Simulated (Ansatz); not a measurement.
**Single-point calculation of Sn$_{24}$O$_{48}$**

System: Sn$_{24}$O$_{48}$ (P4₂/mnm, 72 atoms in the cell).
Method: DFT, PBEsol, PAW, plane waves (Ansatz 0.2.0).

The structure was built on a prototype by a generator.

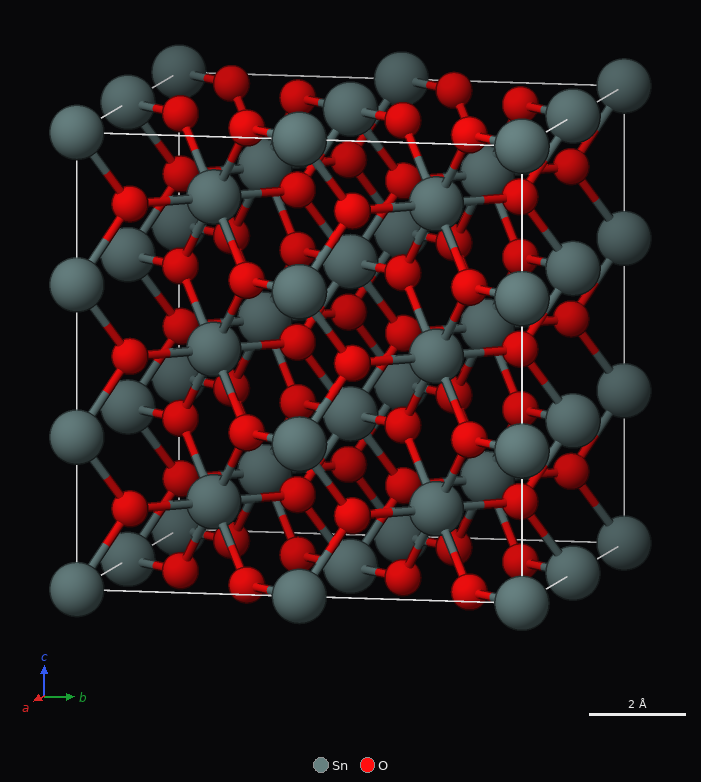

Fig. 1: The input geometry (ball-and-stick view of the cell of the calculation, seen slightly off an axis). Near neighbours in the crystal (not all of them lie inside the picture): Sn has 6 O at 2.07 Å; O has 3 Sn at 2.07 Å.

## Summary

| quantity | value |
| --- | --- |
| outcome | converged |
| space group (tolerance 0.01 Å) | P4₂/mnm (136) |
| electrons treated | 624 |
| free energy | −169715.5738 eV |
| Fermi energy | 9.560 eV |
| pressure | −0.37 GPa |
| largest force (length of the vector) | 0.016 eV/Å |
| hardware | 7 CPU threads, shared host |
| wall time | 13 s (CPU time 78 s) |
| peak memory | 2.2 GiB |

## Remarks

Warnings of the run: the structure was made exactly symmetric. The k-point mesh is coarse for a cell of this size, so the results may not be converged.

## The input
```yaml
crystal:
  lattice:
    - [9.538092, 0.000000, 0.000000]
    - [0.000000, 9.538092, 0.000000]
    - [0.000000, 0.000000, 9.636303]
  atoms:
    - { symbol: Sn, position: [0.000000, 0.000000, 0.000000] }
    - { symbol: Sn, position: [0.000000, 0.000000, 0.333333] }
    - { symbol: Sn, position: [0.000000, 0.000000, 0.666667] }
    - { symbol: Sn, position: [0.000000, 0.500000, 0.000000] }
    - { symbol: Sn, position: [0.000000, 0.500000, 0.333333] }
    - { symbol: Sn, position: [0.000000, 0.500000, 0.666667] }
    - { symbol: Sn, position: [0.500000, 0.000000, 0.000000] }
    - { symbol: Sn, position: [0.500000, 0.000000, 0.333333] }
    - { symbol: Sn, position: [0.500000, 0.000000, 0.666667] }
    - { symbol: Sn, position: [0.500000, 0.500000, 0.000000] }
    - { symbol: Sn, position: [0.500000, 0.500000, 0.333333] }
    - { symbol: Sn, position: [0.500000, 0.500000, 0.666667] }
    - { symbol: Sn, position: [0.250000, 0.250000, 0.166667] }
    - { symbol: Sn, position: [0.250000, 0.250000, 0.500000] }
    - { symbol: Sn, position: [0.250000, 0.250000, 0.833333] }
    - { symbol: Sn, position: [0.250000, 0.750000, 0.166667] }
    - { symbol: Sn, position: [0.250000, 0.750000, 0.500000] }
    - { symbol: Sn, position: [0.250000, 0.750000, 0.833333] }
    - { symbol: Sn, position: [0.750000, 0.250000, 0.166667] }
    - { symbol: Sn, position: [0.750000, 0.250000, 0.500000] }
    - { symbol: Sn, position: [0.750000, 0.250000, 0.833333] }
    - { symbol: Sn, position: [0.750000, 0.750000, 0.166667] }
    - { symbol: Sn, position: [0.750000, 0.750000, 0.500000] }
    - { symbol: Sn, position: [0.750000, 0.750000, 0.833333] }
    - { symbol: O, position: [0.153137, 0.153137, 0.000000] }
    - { symbol: O, position: [0.153137, 0.153137, 0.333333] }
    - { symbol: O, position: [0.153137, 0.153137, 0.666667] }
    - { symbol: O, position: [0.153137, 0.653137, 0.000000] }
    - { symbol: O, position: [0.153137, 0.653137, 0.333333] }
    - { symbol: O, position: [0.153137, 0.653137, 0.666667] }
    - { symbol: O, position: [0.653137, 0.153137, 0.000000] }
    - { symbol: O, position: [0.653137, 0.153137, 0.333333] }
    - { symbol: O, position: [0.653137, 0.153137, 0.666667] }
    - { symbol: O, position: [0.653137, 0.653137, 0.000000] }
    - { symbol: O, position: [0.653137, 0.653137, 0.333333] }
    - { symbol: O, position: [0.653137, 0.653137, 0.666667] }
    - { symbol: O, position: [0.346863, 0.346863, 0.000000] }
    - { symbol: O, position: [0.346863, 0.346863, 0.333333] }
    - { symbol: O, position: [0.346863, 0.346863, 0.666667] }
    - { symbol: O, position: [0.346863, 0.846863, 0.000000] }
    - { symbol: O, position: [0.346863, 0.846863, 0.333333] }
    - { symbol: O, position: [0.346863, 0.846863, 0.666667] }
    - { symbol: O, position: [0.846863, 0.346863, 0.000000] }
    - { symbol: O, position: [0.846863, 0.346863, 0.333333] }
    - { symbol: O, position: [0.846863, 0.346863, 0.666667] }
    - { symbol: O, position: [0.846863, 0.846863, 0.000000] }
    - { symbol: O, position: [0.846863, 0.846863, 0.333333] }
    - { symbol: O, position: [0.846863, 0.846863, 0.666667] }
    - { symbol: O, position: [0.096863, 0.403137, 0.166667] }
    - { symbol: O, position: [0.096863, 0.403137, 0.500000] }
    - { symbol: O, position: [0.096863, 0.403137, 0.833333] }
    - { symbol: O, position: [0.096863, 0.903137, 0.166667] }
    - { symbol: O, position: [0.096863, 0.903137, 0.500000] }
    - { symbol: O, position: [0.096863, 0.903137, 0.833333] }
    - { symbol: O, position: [0.596863, 0.403137, 0.166667] }
    - { symbol: O, position: [0.596863, 0.403137, 0.500000] }
    - { symbol: O, position: [0.596863, 0.403137, 0.833333] }
    - { symbol: O, position: [0.596863, 0.903137, 0.166667] }
    - { symbol: O, position: [0.596863, 0.903137, 0.500000] }
    - { symbol: O, position: [0.596863, 0.903137, 0.833333] }
    - { symbol: O, position: [0.403137, 0.096863, 0.166667] }
    - { symbol: O, position: [0.403137, 0.096863, 0.500000] }
    - { symbol: O, position: [0.403137, 0.096863, 0.833333] }
    - { symbol: O, position: [0.403137, 0.596863, 0.166667] }
    - { symbol: O, position: [0.403137, 0.596863, 0.500000] }
    - { symbol: O, position: [0.403137, 0.596863, 0.833333] }
    - { symbol: O, position: [0.903137, 0.096863, 0.166667] }
    - { symbol: O, position: [0.903137, 0.096863, 0.500000] }
    - { symbol: O, position: [0.903137, 0.096863, 0.833333] }
    - { symbol: O, position: [0.903137, 0.596863, 0.166667] }
    - { symbol: O, position: [0.903137, 0.596863, 0.500000] }
    - { symbol: O, position: [0.903137, 0.596863, 0.833333] }
kpoints:
  mp_grid: { grid: [1, 1, 1] }
hamiltonian:
  xc: pbesol
scf:
  occupations: { method: fermi_dirac, width: 0.01 }
output:
  forces: true
  eigenvalues: true
  stress: true
  populations: true
  eigenstates: { kpoints: [[0, 0, 0]], e_range: [-6.0, 6.0], localisation: true }
```

## Log
```
Pseudopotentials: kind: paw
Functional definition: PBEsol
  exchange = pbesol_x
  correlation = pbesol_c
Crystal: 72 atoms, lattice volume = 876.665 Å³
Basis set: ecut = 420 eV, 17113 PW (Γ), exchange–correlation on 128×128×144 points (8 copies of the dense FFT grid, shifted against one another)
Bands: 384, of which v1, the nominal top of the filled ones, is band 312 counted from 1 (311 counted from 0)
Symmetry: 192 space group operations
Space group: P42/mnm (ITA 136), of the structure as read, at distance tolerance 9.6e-5 Å
k-points: 1
Non-local potential: Sn, projectors of the file, l = 0: 2, l = 1: 2, l = 2: 2, l = 3: 2
Non-local potential: O, projectors of the file, l = 0: 2, l = 1: 2, l = 2: 1
PAW form: soft (Blöchl's): semilocal exchange-correlation on the pseudo side does not see the compensation charge
PAW frozen core: Sn, regenerated for the run's functional, and the local potential with it (the file was generated under x = pbe(κ = 0.804, μ = 0.2195149727645171), c = pbe(β = 0.06672455060314922))
PAW frozen core: O, regenerated for the run's functional, and the local potential with it (the file was generated under x = pbe(κ = 0.804, μ = 0.2195149727645171), c = pbe(β = 0.06672455060314922))
PAW one-centre angular grid: Sn, 590 points (default); XC on 64 Gauss nodes
PAW one-centre angular grid: O, 110 points (default); XC on 64 Gauss nodes
Initial density: superposition of atomic densities (neutral atoms: chi_scale 0, normalization atom), corrected by the library's trained network
Initial wavefunctions: pseudopotential atomic-orbital guess
Functional: x = pbesol(κ = 0.804, μ = 0.12345679012345678), c = pbesol(β = 0.046)
SCF iter   1: F=—  HF=-169716.008823 eV  |F-HF|=—  |Δ(HF+E_count)|=         —  Δρ=1.50e-2  dr2=1.51e0  ethr=1.77e-3  ⟨swp⟩=5.0  Hψ=1399  notcnv=0  defer=20
preconditioner: auto → Resta (q_TF=auto, 2.578 Å⁻¹)  ε∞=3.6  [insulator: Δε(μ)=0.780 eV  Ē_g=19.347 eV  σ=0.010 eV  W_gap=1.00  n_scr=250 (ndim 8)  ℏωp=31.3 eV  f_vac=0.030  D(μ)=0.00/eV (n_scr^D=0)  ε∞_Penn≈3.6]
SCF iter   2: F=—  HF=-169715.577343 eV  |F-HF|=—  |Δ(HF+E_count)|=   4.31e-1  Δρ=2.30e-3  dr2=2.26e-2  ethr=2.43e-4  ⟨swp⟩=2.0  Hψ=570  notcnv=0  defer=67
SCF iter   3: F=—  HF=-169715.572678 eV  |F-HF|=—  |Δ(HF+E_count)|=   4.67e-3  Δρ=1.03e-3  dr2=6.31e-3  ethr=3.62e-6  ⟨swp⟩=2.0  Hψ=634  notcnv=0  defer=67
SCF iter   4: F=—  HF=-169715.573312 eV  |F-HF|=—  |Δ(HF+E_count)|=   6.34e-4  Δρ=4.80e-4  dr2=1.56e-3  ethr=1.01e-6  ⟨swp⟩=1.0  Hψ=317  notcnv=0  defer=67
SCF iter   5: F=—  HF=-169715.573285 eV  |F-HF|=—  |Δ(HF+E_count)|=   2.71e-5  Δρ=1.03e-4  dr2=9.22e-5  ethr=2.50e-7  ⟨swp⟩=2.0  Hψ=428  notcnv=0  defer=67
SCF iter   6: F=—  HF=-169715.573811 eV  |F-HF|=—  |Δ(HF+E_count)|=   5.26e-4  Δρ=1.26e-5  dr2=1.46e-6  ethr=1.48e-8  ⟨swp⟩=2.0  Hψ=589  notcnv=0  defer=67
SCF iter   7: F=-169715.573811 eV  HF=-169715.573811 eV  |F-HF|=7.42e-9  |Δ(HF+E_count)|=   3.90e-7  Δρ=1.46e-6  dr2=2.01e-8  ethr=1.60e-11  ⟨swp⟩=14.0  Hψ=1980  notcnv=0
SCF 1 converged in 7 iterations: F = -169715.573811 eV  dr2 = 2.01e-8
  greatest PAW one-centre occupation: 0.996 electrons in one spin orbital (limit 2), on the Sn atom at site 23 (counted from 0), in its partial waves of l = 2
```

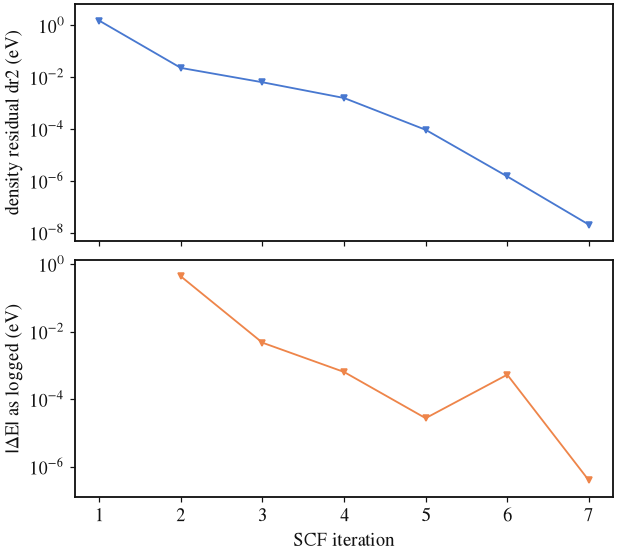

Fig. 2: Convergence of the self-consistent field: density residual dr2 and size of the energy change against the SCF iteration. The residual falls at every step.

```
NSCF: frozen V_eff on 1 k-points
SCF converged after 7 iterations
Free energy (F): -169715.573811 eV
Harris-Foulkes:  -169715.573811 eV  (|F-HF|=7.42e-9)
Internal energy: -169715.573811 eV  (E = F + TS)
E sigma→0 (E₀):  -169715.573811 eV
Fermi energy:    9.559635 eV
--- Per-component energies (eV) ---
  E_band       = -1632.540952
  E_kinetic    = 12954.139854
  E_local      = -34743.894101  (includes V_loc(G=0)·N_el)
  E_nonlocal   = 1669.700728
  E_hartree    = 17945.076259
  E_xc         = -12520.042284
  E_vxc        = -6735.471378  (∫ρ·V_xc dr)
  E_paw        = -105163.567225  (= ΣΔE_a)
  E_vpaw       = -10667.300726  (= ΣTr[D̂ρ^β])
  E_aug_tail   = 0.119259  (compensation charges beyond the density's cutoff)
  E_ewald      = -49865.636276
  E_core_change = 8.529974  (= ΣΔE_core)
  E_smearing   = -0.000000  (= −TS)
  E_closure    = 0.000000  (closes the sum)
  Σ components = -169715.573811   (vs F -169715.573811, Δ=0.00e0)
--- Forces (eV/Å), atoms counted from 1 ---
  atom   1  Sn    -0.00000000     0.00000000     0.00000000
  atom   2  Sn    -0.00000000     0.00000000     0.00000000
  atom   3  Sn    -0.00000000     0.00000000    -0.00000000
  atom   4  Sn     0.00000000     0.00000000     0.00000000
  atom   5  Sn    -0.00000000     0.00000000    -0.00000000
  atom   6  Sn     0.00000000     0.00000000    -0.00000000
  atom   7  Sn    -0.00000000     0.00000000    -0.00000000
  atom   8  Sn    -0.00000000     0.00000000    -0.00000000
  atom   9  Sn    -0.00000000     0.00000000     0.00000000
  atom  10  Sn    -0.00000000     0.00000000     0.00000000
  atom  11  Sn    -0.00000000     0.00000000     0.00000000
  atom  12  Sn    -0.00000000     0.00000000     0.00000000
  atom  13  Sn    -0.00000000    -0.00000000    -0.00000000
  atom  14  Sn    -0.00000000    -0.00000000     0.00000000
  atom  15  Sn     0.00000000    -0.00000000    -0.00000000
  atom  16  Sn     0.00000000    -0.00000000    -0.00000000
  atom  17  Sn     0.00000000    -0.00000000     0.00000000
  atom  18  Sn     0.00000000    -0.00000000    -0.00000000
  atom  19  Sn     0.00000000    -0.00000000     0.00000000
  atom  20  Sn     0.00000000    -0.00000000    -0.00000000
  atom  21  Sn     0.00000000    -0.00000000    -0.00000000
  atom  22  Sn    -0.00000000    -0.00000000    -0.00000000
  atom  23  Sn     0.00000000    -0.00000000     0.00000000
  atom  24  Sn     0.00000000    -0.00000000    -0.00000000
  atom  25  O      0.01108102     0.01108102    -0.00000000
  atom  26  O      0.01108102     0.01108102    -0.00000000
  atom  27  O      0.01108102     0.01108102    -0.00000000
  atom  28  O      0.01108102     0.01108102    -0.00000000
  atom  29  O      0.01108102     0.01108102     0.00000000
  atom  30  O      0.01108102     0.01108102    -0.00000000
  atom  31  O      0.01108102     0.01108102     0.00000000
  atom  32  O      0.01108102     0.01108102     0.00000000
  atom  33  O      0.01108102     0.01108102    -0.00000000
  atom  34  O      0.01108102     0.01108102     0.00000000
  atom  35  O      0.01108102     0.01108102     0.00000000
  atom  36  O      0.01108102     0.01108102     0.00000000
  atom  37  O     -0.01108102    -0.01108102     0.00000000
  atom  38  O     -0.01108102    -0.01108102     0.00000000
  atom  39  O     -0.01108102    -0.01108102     0.00000000
  atom  40  O     -0.01108102    -0.01108102     0.00000000
  atom  41  O     -0.01108102    -0.01108102     0.00000000
  atom  42  O     -0.01108102    -0.01108102     0.00000000
  atom  43  O     -0.01108102    -0.01108102     0.00000000
  atom  44  O     -0.01108102    -0.01108102    -0.00000000
  atom  45  O     -0.01108102    -0.01108102    -0.00000000
  atom  46  O     -0.01108102    -0.01108102     0.00000000
  atom  47  O     -0.01108102    -0.01108102    -0.00000000
  atom  48  O     -0.01108102    -0.01108102    -0.00000000
  atom  49  O     -0.01108102     0.01108102    -0.00000000
  atom  50  O     -0.01108102     0.01108102     0.00000000
  atom  51  O     -0.01108102     0.01108102    -0.00000000
  atom  52  O     -0.01108102     0.01108102     0.00000000
  atom  53  O     -0.01108102     0.01108102     0.00000000
  atom  54  O     -0.01108102     0.01108102    -0.00000000
  atom  55  O     -0.01108102     0.01108102     0.00000000
  atom  56  O     -0.01108102     0.01108102     0.00000000
  atom  57  O     -0.01108102     0.01108102     0.00000000
  atom  58  O     -0.01108102     0.01108102     0.00000000
  atom  59  O     -0.01108102     0.01108102    -0.00000000
  atom  60  O     -0.01108102     0.01108102     0.00000000
  atom  61  O      0.01108102    -0.01108102    -0.00000000
  atom  62  O      0.01108102    -0.01108102    -0.00000000
  atom  63  O      0.01108102    -0.01108102    -0.00000000
  atom  64  O      0.01108102    -0.01108102    -0.00000000
  atom  65  O      0.01108102    -0.01108102    -0.00000000
  atom  66  O      0.01108102    -0.01108102     0.00000000
  atom  67  O      0.01108102    -0.01108102     0.00000000
  atom  68  O      0.01108102    -0.01108102     0.00000000
  atom  69  O      0.01108102    -0.01108102    -0.00000000
  atom  70  O      0.01108102    -0.01108102     0.00000000
  atom  71  O      0.01108102    -0.01108102    -0.00000000
  atom  72  O      0.01108102    -0.01108102     0.00000000
  max |Σ_I F_I| component: 1.56e-16 eV/Å
--- Stress (GPa, compression-positive) ---
       -0.485298      -0.000000      -0.000000
        0.000000      -0.485298       0.000000
        0.000000      -0.000000      -0.152134
  P = ⅓ Tr σ = -0.3742 GPa (-3.742 kbar)
--- Band table (eV) ---
  k-point 0: bands = ["-11.9461", "-11.7450", "-11.7450", "-11.7450", "-11.7450", "-11.7450", "-11.7450", "-11.7450", "-11.7450", "-11.6925", ... 174 levels left out ..., "2.5157", "2.5157", "2.5157", "3.4237", "3.4237", "3.5414", "3.5414", "3.7226", "3.7226", "3.7226", "3.7226", "3.7226", "3.7226", "3.7226", "3.7226", "4.6798", "4.6798", "4.6798", "4.6798", "4.8641", "4.8641", "5.0410", "5.0410", "5.1561", "5.2037", "5.2037", "5.3733", "5.3733", "5.3733",
      "5.3733", "5.3733", "5.3733", "5.3733", "5.3733", "5.4025", "5.4025", "5.4025", "5.4025", "5.9963", "5.9963", "5.9963", "5.9963", "6.0137", "6.0777", "6.0777", "6.0777", "6.0777", "6.0837", "6.0837", "6.1246", "6.1246", "6.1246", "6.1246", "6.1323", "6.1323", "6.1385", "6.1385", "6.1385", "6.1385", "6.5646", "6.5646", "6.5646", "6.5646", "6.7119", "6.7119", "7.0800", "7.1231", "7.1231", "7.1294",
      "7.1294", "7.1294", "7.1294", "7.1424", "7.4607", "7.4607", "7.4607", "7.4607", "7.4607", "7.4607", "7.4607", "7.4607", "7.7666", "7.7666", "7.8453", "7.8453", "7.8932", "7.8932", "7.8932", "7.8932", "7.9696", "7.9696", "7.9696", "7.9696", "7.9696", "7.9696", "7.9696", "7.9696", "8.1167", "8.1167", "8.1167", "8.1167", "8.2154", "8.2154", "8.2359", "8.2359", "8.2359", "8.2359", "8.2612", "8.2612",
      "8.2612", "8.2612", "8.2612", "8.2612", "8.2612", "8.2612", "8.2683", "8.2683", "8.2692", "8.2692", "8.2692", "8.2692", "8.3342", "8.3342", "8.4767", "8.4767", "8.4767", "8.4767", "9.1081", "10.0111", "13.2331", "13.2331", "13.2331", "13.2331", "13.5828", "13.5828", "13.6337", "13.6337", "13.8430", "13.8430", "13.8430", "13.8430", "14.8198", "14.8198", "14.8198", "14.8198", "14.8198", "14.8198", "14.8198", "14.8198",
      "14.9515", "15.1429", "15.1429", "15.7193", "15.7193", "15.9072", "15.9072", "15.9072", "15.9072", "16.3343", "16.3343", "17.3683", "17.3683", "17.3683", "17.3683", "17.3683", "17.3683", "17.3683", "17.3683", "17.6316", "17.6316", "17.8490", "17.8490", "17.8490", "17.8490", "18.1976", "18.1976", "18.1976", "18.1976", "18.8025", "18.8025", "18.8025", "18.8025", "18.8025", "18.8025", "18.8025", "18.8025", "19.2336", "19.2889", "19.3892",
      "19.3892", "19.3892", "19.3892", "19.7200", "19.7200", "19.7200", "19.7200", "19.7384", "19.7384", "19.7384", "19.7384"]
--- Löwdin populations: 72 sites ---
  site symbol       q [e]
     0     Sn     12.2903
     1     Sn     12.2903
     2     Sn     12.2903
     3     Sn     12.2903
     4     Sn     12.2903
     5     Sn     12.2903
     6     Sn     12.2903
     7     Sn     12.2903
     8     Sn     12.2903
     9     Sn     12.2903
    10     Sn     12.2903
    11     Sn     12.2903
    12     Sn     12.2903
    13     Sn     12.2903
    14     Sn     12.2903
    15     Sn     12.2903
    16     Sn     12.2903
    17     Sn     12.2903
    18     Sn     12.2903
    19     Sn     12.2903
    20     Sn     12.2903
    21     Sn     12.2903
    22     Sn     12.2903
    23     Sn     12.2903
    24      O      6.7876
    25      O      6.7876
    26      O      6.7876
    27      O      6.7876
    28      O      6.7876
    29      O      6.7876
    30      O      6.7876
    31      O      6.7876
    32      O      6.7876
    33      O      6.7876
    34      O      6.7876
    35      O      6.7876
    36      O      6.7876
    37      O      6.7876
    38      O      6.7876
    39      O      6.7876
    40      O      6.7876
    41      O      6.7876
    42      O      6.7876
    43      O      6.7876
    44      O      6.7876
    45      O      6.7876
    46      O      6.7876
    47      O      6.7876
    48      O      6.7876
    49      O      6.7876
    50      O      6.7876
    51      O      6.7876
    52      O      6.7876
    53      O      6.7876
    54      O      6.7876
    55      O      6.7876
    56      O      6.7876
    57      O      6.7876
    58      O      6.7876
    59      O      6.7876
    60      O      6.7876
    61      O      6.7876
    62      O      6.7876
    63      O      6.7876
    64      O      6.7876
    65      O      6.7876
    66      O      6.7876
    67      O      6.7876
    68      O      6.7876
    69      O      6.7876
    70      O      6.7876
    71      O      6.7876
  spilling = 0.005174 (of n_electrons = 624.000000)
```
